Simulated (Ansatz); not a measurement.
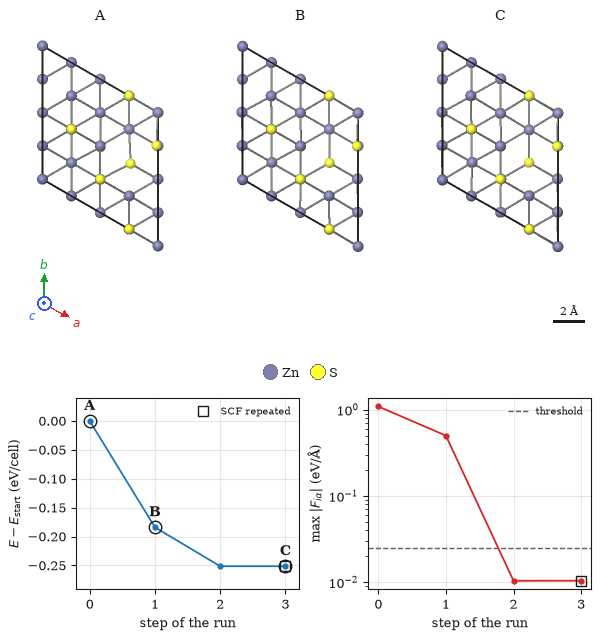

Frames of a relaxation of a defect cell of composition Zn15S16, marked on the history of the run. A ball-and-stick model of the cell of the calculation, seen along the c axis.

Case: Zn vacancy (site a), charge +0, atoms relaxed at the host's cell.

Computed with Ansatz, DFT LDA, scalar-relativistic, plane waves, PAW.

The input:
```yaml
crystal:
  lattice:
    - [-5.296847862, -5.296847862, 5.296847862]
    - [5.296847862, 5.296847862, 5.296847862]
    - [-5.296847862, 5.296847862, -5.296847862]
  atoms:
    - { symbol: Zn, position: [0.0, 0.5, 0.5] }
    - { symbol: Zn, position: [0.75, 0.75, 0.5] }
    - { symbol: Zn, position: [0.25, 0.5, 0.25] }
    - { symbol: Zn, position: [0.0, 0.75, 0.25] }
    - { symbol: Zn, position: [0.75, 0.0, 0.25] }
    - { symbol: Zn, position: [0.5, 0.5, 0.0] }
    - { symbol: Zn, position: [0.25, 0.75, 0.0] }
    - { symbol: Zn, position: [0.0, 0.0, 0.0] }
    - { symbol: Zn, position: [0.75, 0.25, 0.0] }
    - { symbol: Zn, position: [0.5, 0.75, 0.75] }
    - { symbol: Zn, position: [0.25, 0.0, 0.75] }
    - { symbol: Zn, position: [0.0, 0.25, 0.75] }
    - { symbol: Zn, position: [0.5, 0.0, 0.5] }
    - { symbol: Zn, position: [0.25, 0.25, 0.5] }
    - { symbol: Zn, position: [0.5, 0.25, 0.25] }
    - { symbol: S, position: [-0.0126529207, 0.7456353015, -0.0115287117], spin: 0.5 }
    - { symbol: S, position: [0.25, 0.75, 0.75] }
    - { symbol: S, position: [0.0, 0.0, 0.75] }
    - { symbol: S, position: [0.5, 0.75, 0.5] }
    - { symbol: S, position: [0.25, 0.0, 0.5] }
    - { symbol: S, position: [0.0, 0.25, 0.5] }
    - { symbol: S, position: [0.75, 0.75, 0.25] }
    - { symbol: S, position: [0.5, 0.0, 0.25] }
    - { symbol: S, position: [0.25, 0.25, 0.25] }
    - { symbol: S, position: [0.0, 0.5, 0.25] }
    - { symbol: S, position: [0.75, 0.0, 0.0] }
    - { symbol: S, position: [0.5, 0.25, 0.0] }
    - { symbol: S, position: [0.25, 0.5, 0.0] }
    - { symbol: S, position: [0.7554240566, 0.2541710848, 0.7548256929], spin: 0.5 }
    - { symbol: S, position: [0.5033408709, 0.4922861302, 0.7510158682], spin: 0.5 }
    - { symbol: S, position: [0.7632174111, 0.4981427672, 0.5149807999], spin: 0.5 }
  host:
    lattice:
      - [0.0, 2.648423931, 2.648423931]
      - [2.648423931, 0.0, 2.648423931]
      - [2.648423931, 2.648423931, 0.0]
    atoms:
      - { symbol: Zn, position: [0.0, 0.0, 0.0] }
      - { symbol: S, position: [0.75, 0.75, 0.75] }
basis:
  ecutwfc: 420
  xc_grid: 2
kpoints:
  mp_grid: { grid: [2, 2, 2], shift: [0.5, 0.5, 0.5] }
hamiltonian:
  xc: lda
scf:
  occupations: { method: gaussian, width: 0.01 }
output:
  forces: true
  stress: false
  eigenvalues: true
  populations: true
  charged_corrections:
    defect_position: [0.75, 0.5, 0.75]
    epsilon: [[8.8171, 0.0, 0.0], [0.0, 8.8171, 0.0], [0.0, 0.0, 8.8171]]
  write_density: true
  write_potential: true
  elf: true
  volumetric_format: npy
magnetization:
  spin_polarized: true
relax:
  adjacent_minimum: "off"
  f_tol: 0.025
  max_steps: 45
```

Command:
```bash
ansatz run input.yaml --threads 4 --pin off --max-ram 8192MiB --backend cpu --events-out ev --progress --plain --runs-dir out
```

Q: Describe the path.

A: The largest move is that of S31, 0.12 Å roughly along [−2 0 −1]. Largest moves by element: S 0.12 Å, Zn 0.06 Å. The lattice vectors keep their values. Near-neighbour distances that change, for instance: Zn2–S31 2.400 → 2.266 Å, Zn10–S30 2.378 → 2.267 Å, Zn7–S16 2.363 → 2.267 Å, Zn4–S16 2.349 → 2.268 Å. Among the angles between lasting bonds that change: Zn2–S31–Zn15 103.2° → 108.1°, S23–Zn15–S31 106.1° → 110.3°, S20–Zn14–S30 107.3° → 110.3°. The energy falls by 0.251 eV per cell of the calculation in 2 accepted moves (3 points after the start). The largest force component goes from 1.1 to 0.01 eV/Å. 1 step only repeated the SCF at the same geometry. From step 0 to 1: S31 moves most (0.09 Å), energy −0.184 eV per cell of the calculation. From step 1 to 3: Zn atoms move most (0.05 Å), energy −67.3 meV per cell of the calculation.
